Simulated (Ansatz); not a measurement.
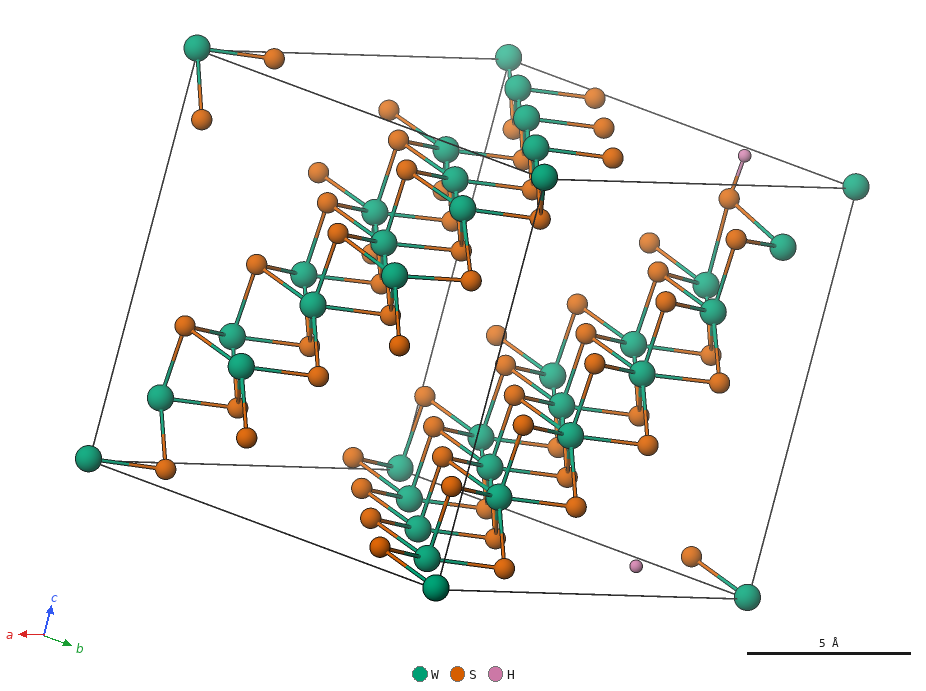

The crystal in a ball-and-stick representation, seen from a general direction. Atoms at the boundary of the simulation cell (the box) are drawn once for each face, edge or corner they touch. Cell: a = 12.276 Å, b = 12.276 Å, c = 13.461 Å, α = 100.03°, β = 108.53°, γ = 117.43°.

Caption:

Chemical formula HW24S48. Space group: Cm (No. 8). Lattice: base-centred monoclinic. There are 73 atoms in the cell: 1 H, 24 W, 48 S. Around each W lie six S in a distorted trigonal prismatic arrangement at about 2.4 to 2.9 Å. Each H atom is coordinated by one S at about 1.5 Å. Not all metal-metal contacts are counted. With all contacts inside bonding distance counted, the coordination numbers are S 3 to 4 (mean 3.0). Not all metal-metal contacts are counted. The bonds build HW24S48 layers parallel to (1-11).

The initial geometry was a structure listed in the Materials Project, repeated into a supercell with a point defect put in. The atoms were relaxed in a fixed cell with Ansatz, DFT PBE, scalar-relativistic, plane waves, PAW.
